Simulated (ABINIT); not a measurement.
# Geometry relaxation, with input and output: MoS2 (part 1 of 3)

MoS2 (R3m, 3 atoms in the cell), computed with Kohn-Sham DFT of a periodic cell, PBEsol, JTH PAW PBE v2.0, no spin polarisation (ABINIT 10.8.3).

The structure derives from an entry of the Crystallography Open Database.

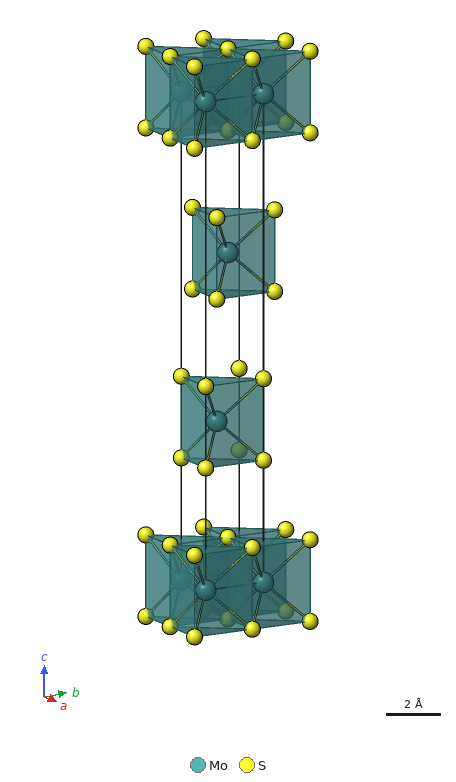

The structure as given in the input (polyhedral view of the cell 3 times as large as that of the calculation, set on its symmetry axes, seen slightly off an axis; polyhedra are completed across the faces of the cell). An atom can appear more than once, as a periodic image.

Key numbers

- outcome: converged
- space group (tolerance 0.01 Å): R3m (160)
- electrons treated: 26
- free energy: −2436.9351 eV
- Fermi energy: 8.791 eV
- gap on the k-point mesh: 1.04 eV
- pressure: 0.06 GPa
- final volume: 53.14 Å³
- largest force (length of the vector) at the end: 0.022 eV/Å
- final cell: a = 6.461 Å, b = 6.461 Å, c = 6.461 Å, α = 28.18°, β = 28.18°, γ = 28.18°
- hardware: 1 thread of AMD EPYC (Zen 3), 16 GiB of memory available, shared host
- wall time: 16 min
- peak memory: 0.32 GiB

The input
```
# Pseudopotentials
pp_dirpath "./"
pseudos "Mo.GGA_PBE-JTH.xml, S.GGA_PBE-JTH.xml"

# Structure
acell 6.4149071181 6.4149071181 6.414907118 Angstrom
rprim
     0.2463013058     0.1422021252     0.9587044499
    -0.2463013058     0.1422021252     0.9587044499
     0.0000000000    -0.2844042504     0.9587044499
ntypat 2
znucl 42 16
natom 3
typat 1 2 2
xred
     0.0000000000     0.0000000000     0.0000000000
     0.4170000000     0.4170000000     0.4170000000
     0.2500000000     0.2500000000     0.2500000000
chkprim 0
chksymtnons 0
tolsym 1.0e-6

# Plane-wave basis
ecut 20.0
pawecutdg 40.0
pawxcdev 0

# k points
kptopt 1
ngkpt 8 8 8
nshiftk 1
shiftk 0.0 0.0 0.0

# Exchange and correlation
ixc -116133

# Bands and occupations
nband 17
occopt 3
tsmear 0.05 eV

# SCF cycle
nstep 100
tolvrs 1.0e-9

# Output
iomode 3
prtwf 0
prtden 0
prteig 0
prtebands 0
enunit 1

# Relaxation
ionmov 2
ntime 60
tolmxf 0.0005
optcell 2
dilatmx 1.08
ecutsm 0.5
```

Launched with:
```bash
abinit run.abi > log 2>&1
```

Output
```
.Version 10.8.3 of ABINIT
 Symmetries : space group R3 m (#160); Bravais hR (rhombohedral)
================================================================================
 Values of the parameters that define the memory need of the present run
     intxc =       0    ionmov =       2      iscf =      17    lmnmax =      18
     lnmax =       6     mgfft =      54  mpssoang =       3    mqgrid =    3001
     natom =       3  nloc_mem =       2    nspden =       1   nspinor =       1
    nsppol =       1      nsym =       6    n1xccc =       1    ntypat =       2
    occopt =       3   xclevel =       2
       mpw =        1960          nfft =      157464          nkpt =          65
 PAW method is used; the additional fine FFT grid is defined by:
   mgfftf=        80    nfftf =    512000
================================================================================
================================================================================

--------------------------------------------------------------------------------
------------- Echo of variables that govern the present computation ------------
--------------------------------------------------------------------------------
 -outvars: echo values of preprocessed input variables --------
            acell      1.2122417576E+01  1.2122417576E+01  1.2122417576E+01 Bohr
              amu      9.59400000E+01  3.20660000E+01
          chkprim           0
      chksymtnons           0
          dilatmx      1.08000000E+00
             ecut      2.00000000E+01 Hartree
           ecutsm      5.00000000E-01 Hartree
           enunit           1
           ionmov           2
                       outvar_i_n : Printing only first  50 k-points.
              ixc     -116133
                       outvar_i_n : Printing only first  50 k-points.
         kptrlatt        8    0    0      0    8    0      0    0    8
          kptrlen      4.77722765E+01
            natom           3
            nband          17
            ngfft          54      54      54
          ngfftdg          80      80      80
             nkpt          65
            nstep         100
             nsym           6
            ntime          60
           ntypat           2
                       prtocc : prtvol=0, do not print more k-points.
           occopt           3
          optcell           2
        pawecutdg      4.00000000E+01 Hartree
         pawxcdev           0
           prtden           0
        prtebands           0
           prteig           0
            prtwf           0
            rprim      2.4630130580E-01  1.4220212520E-01  9.5870444990E-01
                      -2.4630130580E-01  1.4220212520E-01  9.5870444990E-01
                       0.0000000000E+00 -2.8440425040E-01  9.5870444990E-01
          spgroup         160
           tolmxf      5.00000000E-04
           tolsym      1.00000000E-06
           tolvrs      1.00000000E-09
           tsmear      1.83746611E-03 Hartree
            typat      1  2  2
           useylm           1
                       outvars : Printing only first  50 k-points.
           xangst      0.0000000000E+00  0.0000000000E+00  0.0000000000E+00
                       4.7842516902E-17  1.1859794830E-11  7.6936499997E+00
                       0.0000000000E+00  7.1100996618E-12  4.6124999998E+00
            xcart      0.0000000000E+00  0.0000000000E+00  0.0000000000E+00
                       9.0409254119E-17  2.2411764139E-11  1.4538891408E+01
                       0.0000000000E+00  1.3436141089E-11  8.7163617554E+00
             xred      0.0000000000E+00  0.0000000000E+00  0.0000000000E+00
                       4.1700000000E-01  4.1700000000E-01  4.1700000000E-01
                       2.5000000000E-01  2.5000000000E-01  2.5000000000E-01
            znucl       42.00000   16.00000

================================================================================

 chkinp: Checking input parameters for consistency.

================================================================================
== DATASET  1 ==================================================================

--- !DatasetInfo
iteration_state: {dtset: 1, }
dimensions: {natom: 3, nkpt: 65, mband: 17, nsppol: 1, nspinor: 1, nspden: 1, mpw: 1960, }
cutoff_energies: {ecut:  20.0, pawecutdg:  40.0, }
electrons: {nelect:   2.60000000E+01, charge:   0.00000000E+00, occopt:   3.00000000E+00, tsmear:   1.83746611E-03, }
meta: {optdriver: 0, ionmov: 2, optcell: 2, iscf: 17, paral_kgb: 0, }
...

 Real(R)+Recip(G) space primitive vectors, cartesian coordinates (Bohr,Bohr^-1):
 R(1)=  2.9857673  1.7238335 11.6218157  G(1)=  0.1674611  0.0966837  0.0286817
 R(2)= -2.9857673  1.7238335 11.6218157  G(2)= -0.1674611  0.0966837  0.0286817
 R(3)=  0.0000000 -3.4476671 11.6218157  G(3)=  0.0000000 -0.1933675  0.0286817
 Unit cell volume ucvol=  3.5890253E+02 bohr^3
 Angles (23,13,12)=  2.85174998E+01  2.85174998E+01  2.85174998E+01 degrees

 Coarse grid specifications (used for wave-functions):

 getcut: wavevector=  0.0000  0.0000  0.0000  ngfft=  54  54  54
         ecut(hartree)=     23.328   => boxcut(ratio)=   2.04944

 Fine grid specifications (used for densities):

 getcut: wavevector=  0.0000  0.0000  0.0000  ngfft=  80  80  80
         ecut(hartree)=     46.656   => boxcut(ratio)=   2.14634

--- Pseudopotential description ------------------------------------------------
- pspini: atom type   1  psp file is ./Mo.GGA_PBE-JTH.xml
 Pseudopotential format is: paw10
 basis_size (lnmax)=  6 (lmn_size= 18), orbitals=   0   0   1   1   2   2
 Spheres core radius: rc_sph= 2.20740211
 Shapefunction is SIN type: shapef(r)=[sin(pi*r/rshp)/(pi*r/rshp)]**2
 Radius for shape functions =  1.91008465
 Compensation charge density is not taken into account in XC energy/potential

- pspini: atom type   2  psp file is ./S.GGA_PBE-JTH.xml
 Pseudopotential format is: paw10
 basis_size (lnmax)=  4 (lmn_size=  8), orbitals=   0   0   1   1
 Spheres core radius: rc_sph= 1.90380259
 Shapefunction is SIN type: shapef(r)=[sin(pi*r/rshp)/(pi*r/rshp)]**2
 Radius for shape functions =  1.40128485
 Compensation charge density is not taken into account in XC energy/potential

   8.88596673E+02                                ecore*ucvol(ha*bohr**3)
--------------------------------------------------------------------------------

================================================================================

=== [ionmov= 2] Broyden-Fletcher-Goldfarb-Shanno method (forces)
================================================================================

--- Iteration: ( 1/60) Internal Cycle: (1/1)
--------------------------------------------------------------------------------

---SELF-CONSISTENT-FIELD CONVERGENCE--------------------------------------------

--- !BeginCycle
iteration_state: {dtset: 1, itime: 1, icycle: 1, }
solver: {iscf: 17, nstep: 100, nline: 4, wfoptalg: 10, }
tolerances: {tolvrs: 1.00E-09, }
...

     iter   Etot(hartree)      deltaE(h)  residm     nres2
 ETOT  1  -89.155849510368    -8.916E+01 1.500E+00 7.295E+01
 ETOT  2  -89.564854709209    -4.090E-01 5.707E-02 1.610E+01
 ETOT  3  -89.556537401246     8.317E-03 1.132E-02 4.064E+00
 ETOT  4  -89.555573764578     9.636E-04 1.514E-03 2.732E-01
 ETOT  5  -89.555516780928     5.698E-05 1.173E-04 3.818E-02
 ETOT  6  -89.555506050790     1.073E-05 6.944E-05 6.634E-03
 ETOT  7  -89.555508184724    -2.134E-06 7.294E-06 6.517E-04
 ETOT  8  -89.555508541798    -3.571E-07 4.585E-06 1.158E-04
 ETOT  9  -89.555508751414    -2.096E-07 4.735E-07 8.148E-06
 ETOT 10  -89.555508755402    -3.989E-09 2.994E-07 9.914E-07
 ETOT 11  -89.555508757274    -1.872E-09 3.005E-08 1.752E-07
 ETOT 12  -89.555508757309    -3.486E-11 1.924E-08 2.162E-08
 ETOT 13  -89.555508757362    -5.288E-11 1.970E-09 3.849E-09
 ETOT 14  -89.555508757370    -7.702E-12 1.260E-09 3.544E-10

 At SCF step   14       nres2   =  3.54E-10 < tolvrs=  1.00E-09 =>converged.

 Cartesian components of stress tensor (hartree/bohr^3)
  sigma(1 1)=  1.07664174E-05  sigma(3 2)= -2.49198464E-13
  sigma(2 2)=  1.07664181E-05  sigma(3 1)=  0.00000000E+00
  sigma(3 3)= -8.90229477E-05  sigma(2 1)=  0.00000000E+00

--- !ResultsGS
iteration_state: {dtset: 1, itime: 1, icycle: 1, }
comment   : Summary of ground state results
lattice_vectors:
- [  2.9857673,   1.7238335,  11.6218157, ]
- [ -2.9857673,   1.7238335,  11.6218157, ]
- [  0.0000000,  -3.4476671,  11.6218157, ]
lattice_lengths: [  12.12242,   12.12242,   12.12242, ]
lattice_angles: [ 28.517,  28.517,  28.517, ] # degrees, (23, 13, 12)
lattice_volume:   3.5890253E+02
convergence: {deltae: -7.702E-12, res2:  3.544E-10, residm:  1.260E-09, diffor: null, }
etotal    :  -8.95555088E+01
entropy   :   0.00000000E+00
fermie    :   3.25509719E-01
cartesian_stress_tensor: # hartree/bohr^3
- [  1.07664174E-05,   0.00000000E+00,   0.00000000E+00, ]
- [  0.00000000E+00,   1.07664181E-05,  -2.49198464E-13, ]
- [  0.00000000E+00,  -2.49198464E-13,  -8.90229477E-05, ]
pressure_GPa:   6.6188E-01
xred      :
- [  0.0000E+00,   0.0000E+00,   0.0000E+00, Mo]
- [  4.1700E-01,   4.1700E-01,   4.1700E-01,  S]
- [  2.5000E-01,   2.5000E-01,   2.5000E-01,  S]
cartesian_forces: # hartree/bohr
- [ -5.64750003E-19,  -5.92990533E-14,   1.69267389E-03, ]
- [ -8.01166002E-20,  -1.38412240E-13,   3.95097212E-03, ]
- [  6.44866603E-19,   1.97711293E-13,  -5.64364601E-03, ]
force_length_stats: {min:   1.69267389E-03, max:   5.64364601E-03, mean:   3.76243068E-03, }
...

 Integrated electronic density in atomic spheres:
 ------------------------------------------------
 Atom  Sphere_radius  Integrated_density
    1        2.20740         11.30507812
    2        1.90380          3.58656333
    3        1.90380          3.59383023

---OUTPUT-----------------------------------------------------------------------

 Cartesian coordinates (xcart) [bohr]
  0.00000000000000E+00  0.00000000000000E+00  0.00000000000000E+00
  9.04092541192831E-17  2.24117641390790E-11  1.45388914080838E+01
  0.00000000000000E+00  1.34361410886186E-11  8.71636175544592E+00
 Reduced coordinates (xred)
  0.00000000000000E+00  0.00000000000000E+00  0.00000000000000E+00
  4.17000000000000E-01  4.17000000000000E-01  4.17000000000000E-01
  2.50000000000000E-01  2.50000000000000E-01  2.50000000000000E-01
 Cartesian forces (fcart) [Ha/bohr]; max,rms= 5.64365E-03 2.36470E-03 (free atoms)
 -5.64750003060433E-19 -5.92990533078532E-14  1.69267389315685E-03
 -8.01166001761411E-20 -1.38412239622891E-13  3.95097211942563E-03
  6.44866603236574E-19  1.97711292930744E-13 -5.64364601258248E-03
 Gradient of E wrt nuclear positions in reduced coordinates (gred)
 -1.96719439823388E-02 -1.96719439823388E-02 -1.96719439823388E-02
 -4.59174697047929E-02 -4.59174697047929E-02 -4.59174697047929E-02
  6.55894136871318E-02  6.55894136871318E-02  6.55894136871318E-02
 Scale of Primitive Cell (acell) [bohr]
  1.21224175763454E+01  1.21224175763454E+01  1.21224175761564E+01
 Real space primitive translations (rprimd) [bohr]
  2.98576727850674E+00  1.72383354191814E+00  1.16218156739883E+01
 -2.98576727850674E+00  1.72383354191814E+00  1.16218156739883E+01
  0.00000000000000E+00 -3.44766708378255E+00  1.16218156738071E+01
 Unitary Cell Volume (ucvol) [Bohr^3]=  3.58902525660106E+02
 Angles (23,13,12)= [degrees]
  2.85174997965151E+01  2.85174997965151E+01  2.85174997973089E+01
 Lengths [Bohr]
  1.21224175757892E+01  1.21224175757892E+01  1.21224175755724E+01
 Stress tensor in cartesian coordinates (strten) [Ha/bohr^3]
  1.07664174153850E-05  0.00000000000000E+00  0.00000000000000E+00
  0.00000000000000E+00  1.07664180824096E-05 -2.49198463650388E-13
  0.00000000000000E+00 -2.49198463650388E-13 -8.90229476509198E-05
 Total energy (etotal) [Ha]= -8.95555087573698E+01

--- Iteration: ( 2/60) Internal Cycle: (1/1)
--------------------------------------------------------------------------------

---SELF-CONSISTENT-FIELD CONVERGENCE--------------------------------------------

--- !BeginCycle
iteration_state: {dtset: 1, itime: 2, icycle: 1, }
solver: {iscf: 17, nstep: 100, nline: 4, wfoptalg: 10, }
tolerances: {tolvrs: 1.00E-09, }
...

     iter   Etot(hartree)      deltaE(h)  residm     nres2
 ETOT  1  -89.556025117235    -8.956E+01 3.343E-01 5.521E-01
 ETOT  2  -89.555868396451     1.567E-04 9.063E-04 5.607E-01
 ETOT  3  -89.555606070471     2.623E-04 8.621E-05 6.001E-03
 ETOT  4  -89.555616359112    -1.029E-05 5.759E-06 2.387E-03
 ETOT  5  -89.555616381585    -2.247E-08 1.640E-07 6.221E-04
 ETOT  6  -89.555616591756    -2.102E-07 1.588E-08 1.844E-05
 ETOT  7  -89.555616624303    -3.255E-08 9.354E-10 4.630E-06
 ETOT  8  -89.555616636029    -1.173E-08 3.074E-10 4.592E-07
 ETOT  9  -89.555616636781    -7.524E-10 6.793E-11 9.905E-08
 ETOT 10  -89.555616636853    -7.131E-11 1.682E-11 1.590E-08
 ETOT 11  -89.555616636855    -2.061E-12 3.779E-12 8.898E-10

 At SCF step   11       nres2   =  8.90E-10 < tolvrs=  1.00E-09 =>converged.

 Cartesian components of stress tensor (hartree/bohr^3)
  sigma(1 1)=  2.18166734E-05  sigma(3 2)= -2.49598261E-13
  sigma(2 2)=  2.18166740E-05  sigma(3 1)=  0.00000000E+00
  sigma(3 3)= -4.91853646E-05  sigma(2 1)=  0.00000000E+00
```
